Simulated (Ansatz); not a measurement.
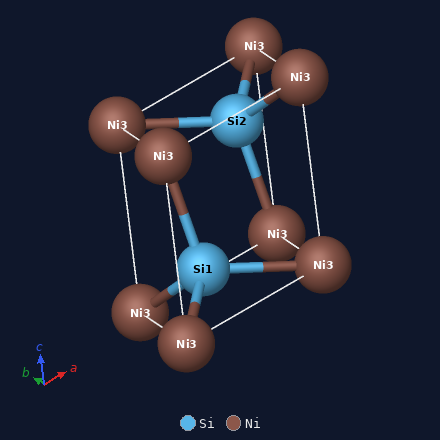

The system is Si2Ni (Fm-3m, No. 225; 3 atoms in the cell); the picture shows the reference structure. 
- The energy is mapped over volume and a fixed ferromagnetic moment.
- Coordinates scanned: (1) volume per atom; (2) total spin moment of the cell, held fixed.
- Nothing is relaxed (shape and fractional coordinates fixed).
- The grid has 7 × 9 points.
- Points are written as (first, second).
- All energies are given in meV/atom relative to the lowest grid point.
- The moment is held fixed and parallel; antiferromagnetic orders weren't tried.
- Level of theory: Ansatz 0.2.0, DFT LDA, scalar-relativistic, plane waves, PAW. Settings: cutoff 520 eV, k-mesh 14×14×14, gaussian smearing 0.15 eV.

Its coordinates:

```xyz
3
Lattice="0.0000 2.6755 2.6755 2.6755 0.0000 2.6755 2.6755 2.6755 0.0000" Properties=species:S:1:pos:R:3 pbc="T T T"
Si    1.3377    1.3377    1.3377
Si    4.0132    4.0132    4.0132
Ni    0.0000    0.0000    0.0000
```

Range: volume per atom from 10.47 to 15.07 Å³; total spin moment of the cell, held fixed from 0.000 to 1.000 μB.

> What landscape does the calculation give?

The lowest grid point is at (12.77 Å³, 0.000 μB). It lies on the edge of the map, which is a mirror line here (the non-magnetic state). The highest grid point, (10.47 Å³, 1.000 μB), lies 571 meV/atom above the lowest.

| second ↓, first → | 10.47 | 11.24 | 12.00 | 12.77 | 13.53 | 14.30 | 15.07 |
| --- | --- | --- | --- | --- | --- | --- | --- |
| 1.000 | 571 | 352 | 232 | 184 | 187 | 228 | 296 |
| 0.875 | 515 | 301 | 185 | 141 | 149 | 194 | 264 |
| 0.750 | 464 | 254 | 143 | 103 | 115 | 163 | 236 |
| 0.625 | 418 | 213 | 107 | 71 | 86 | 136 | 212 |
| 0.500 | 378 | 178 | 76 | 44 | 62 | 115 | 193 |
| 0.375 | 347 | 150 | 52 | 23 | 44 | 99 | 178 |
| 0.250 | 324 | 131 | 36 | 10 | 32 | 87 | 167 |
| 0.125 | 313 | 123 | 29 | 2 | 24 | 80 | 161 |
| 0.000 | 311 | 120 | 26 | 0 | 22 | 78 | 159 |

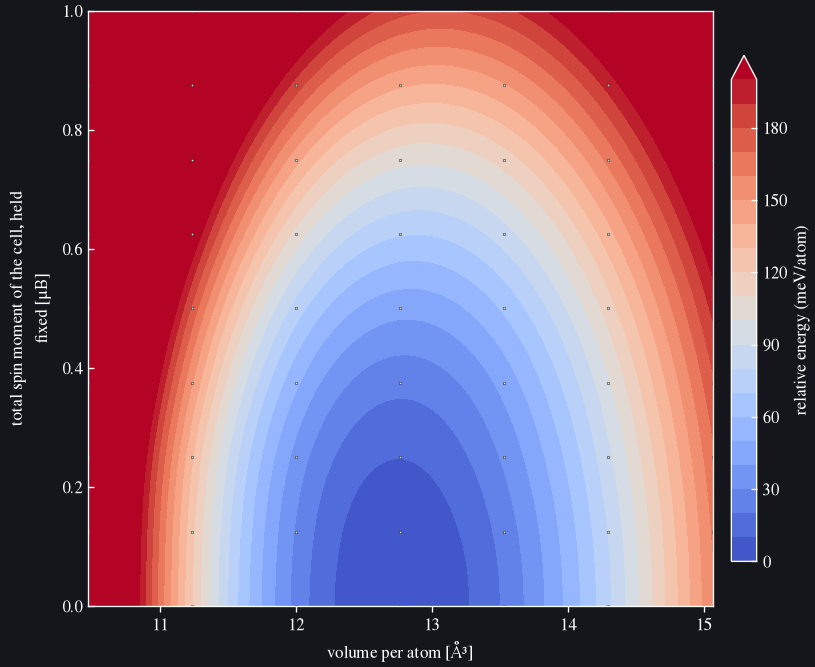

In the figure: filled contours, dots at the grid points, one colour for all values above the top of the scale. Between grid points the surface is interpolated.

Time for the 63 points that were run: 14 min on 2 threads of Arm Neoverse N1, with other jobs on the host.

PAW datasets: the set soft_1.
